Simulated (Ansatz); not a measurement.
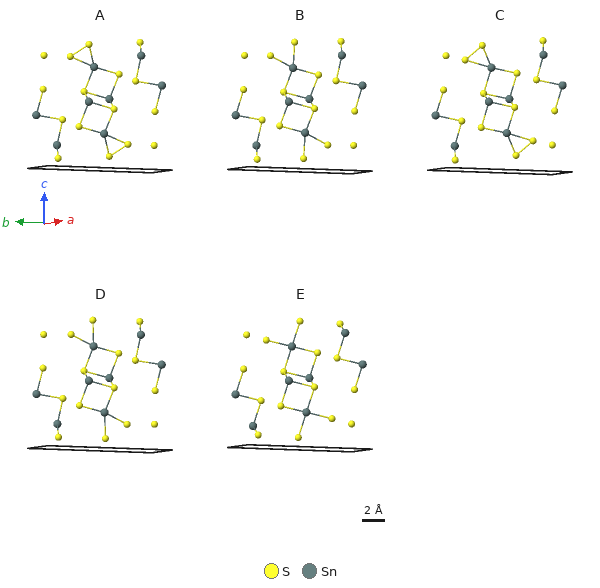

5 geometries from one relaxation of a slab of composition Sn$_{7}$S$_{16}$ (cut from the P-3m1 phase), in shuffled order. The picture is a ball-and-stick view of the cell of the calculation, outlined in the plane, without the vacuum (origin shifted), seen from a free direction.

Case: (2 0 1) slab, atoms relaxed. The slab is the (2 0 1) face of SnS2.

Computed with DFT PBEsol, scalar-relativistic, plane waves, PAW (Ansatz 0.2.0). Set-up: plane-wave cutoff 420 eV; k-point mesh 7 × 3 × 1; occupations gaussian; smearing width 0.05 eV; no spin polarisation; dipole correction; atoms relaxed in a fixed cell; force threshold 0.02 eV/Å; at most 60 steps.

Q: Put them in the order of the run, from the start to the converged end.

A: E, B, D, A, C. They are steps 0, 4, 8, 12, 27, at +4.798 eV per cell of the calculation, +3.052 eV per cell of the calculation, +1.971 eV per cell of the calculation, +0.113 eV per cell of the calculation relative to the last. The largest moves, 1.70 Å, are those of S atoms. By element the largest moves are S 1.70 Å, Sn 0.22 Å. The cell doesn't change. Among the contacts that change: S–S 3.624 → 2.105 Å, S–Sn 2.572 → 2.706 Å, S–Sn 2.572 → 2.455 Å, S–Sn 2.572 → 2.503 Å. New bonds form, among them: S–S (3.62 → 2.10 Å). Bond angles that change, for instance: S–Sn–S 180.0° → 140.8°, S–Sn–S 90.4° → 127.4°, S–Sn–S 180.0° → 160.5°. Over 23 accepted moves (27 points after the start) the energy falls by 4.798 eV per cell of the calculation. Largest force component: 1.8 eV/Å at the start, 0.013 eV/Å at the end. The line search rejected the trial steps at points 17, 21, 22 of the run. 1 step only repeated the SCF at the same geometry. The run took 33 min on 2 threads of Intel(R) Xeon(R) 6975P-C (Granite Rapids) (shared host), peak memory 2.5 GiB.
